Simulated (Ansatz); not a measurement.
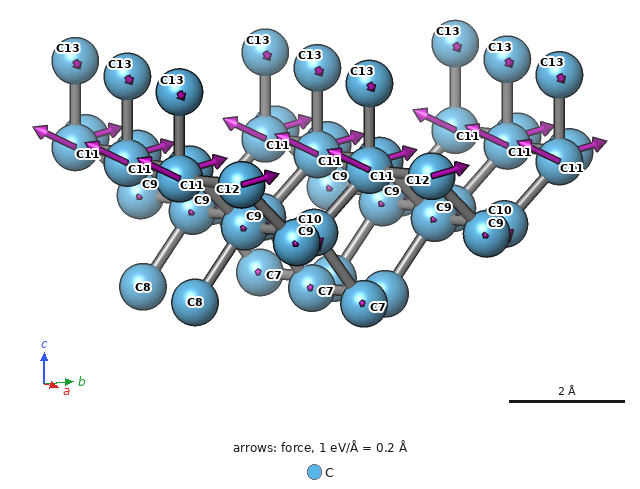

Starting geometry of a slab of composition C (cut from the Fd-3m phase) with the computed forces as purple arrows. Style: ball-and-stick. Shown: the atoms within 5.0 Å of the atom that moves most (axes of the 3 × 2 repeat of the cell, outlined in the plane, without the vacuum), slightly off an axis.

Case: C put at a top C site. The slab is the (1 1 0) face of C with C on it. 6 atoms are held fixed.

All numbers below come from DFT PBEsol, scalar-relativistic, plane waves, PAW in Ansatz 0.2.0.

The input:
```yaml
crystal:
  lattice:
    - [2.5129226041, 0.0, 0.0]
    - [0.0, 3.5538092279, 0.0]
    - [0.0, 0.0, 25.2823065103]
  atoms:
    - { symbol: C, position: [0.5, 0.0, 0.3362035025] }
    - { symbol: C, position: [0.0, 0.25, 0.3362035025] }
    - { symbol: C, position: [0.0, 0.5, 0.3859007602] }
    - { symbol: C, position: [0.5, 0.75, 0.3859007602] }
    - { symbol: C, position: [0.5, 0.0, 0.4355980179] }
    - { symbol: C, position: [0.0, 0.25, 0.4355980179] }
    - { symbol: C, position: [0.0, 0.5012213657, 0.4850750696] }
    - { symbol: C, position: [0.5, 0.7487786343, 0.4850750696] }
    - { symbol: C, position: [0.5, 0.0097937661, 0.5360759102] }
    - { symbol: C, position: [0.0, 0.2402062339, 0.5360759102] }
    - { symbol: C, position: [0.0, 0.52961673, 0.5777788144] }
    - { symbol: C, position: [0.5, 0.72038327, 0.5777788144] }
    - { symbol: C, position: [0.0, 0.52961673, 0.6378999113], spin: 2.0 }
basis:
  ecutwfc: 420
kpoints:
  mp_grid: { grid: [11, 8, 1] }
hamiltonian:
  xc: pbesol
scf:
  occupations: { method: gaussian, width: 0.05 }
output:
  forces: true
  eigenvalues: true
  populations: true
  write_density: true
  write_potential: true
  elf: true
  volumetric_format: npy
magnetization:
  spin_polarized: true
relax:
  adjacent_minimum: "off"
  f_tol: 0.03
  max_steps: 70
  constraints: [{ sites: [0, 1, 2, 3, 4, 5] }]
efield:
  axis: 3
  dipole_correction: true
  ramp_width: 0.04
```

Command:
```bash
ansatz run input.yaml --threads 1 --pin off --max-ram 2560MiB --backend cpu --events-out ev --progress --plain --runs-dir out
```

Question: What follows when this structure is relaxed?

Answer: It isn't relaxed: the largest force vector, on C11, is 4.52 eV/Å. The final displacements follow the starting forces only in part (cosine between the two patterns 0.43). Over 8 accepted moves (9 points after the start) the energy falls by 0.939 eV per cell of the calculation. The largest force component goes from 4.1 to 0.0036 eV/Å. The line search rejected the trial step at point 5 of the run. C13 moves most: 0.65 Å at 72° to the normal (−c side). The cell doesn't change. Some distances before and after: C12–C13 2.085 → 1.727 Å, C11–C12 1.428 → 1.572 Å, C11–C13 1.520 → 1.426 Å, C7–C10 1.588 → 1.554 Å. Bond angles that change, for instance: C10–C11–C13 135.7° → 174.5°, C12–C11–C13 90.0° → 70.1°, C12–C11–C12 123.3° → 106.1°. The program noted that the starting moments weren't kept. The run took 14 min on 1 thread of Arm Neoverse V2 (shared host), peak memory 0.7 GiB.

Limits of the set-up: the periodic images lie only 2.5 Å apart, so the values are limited by the cell's size.
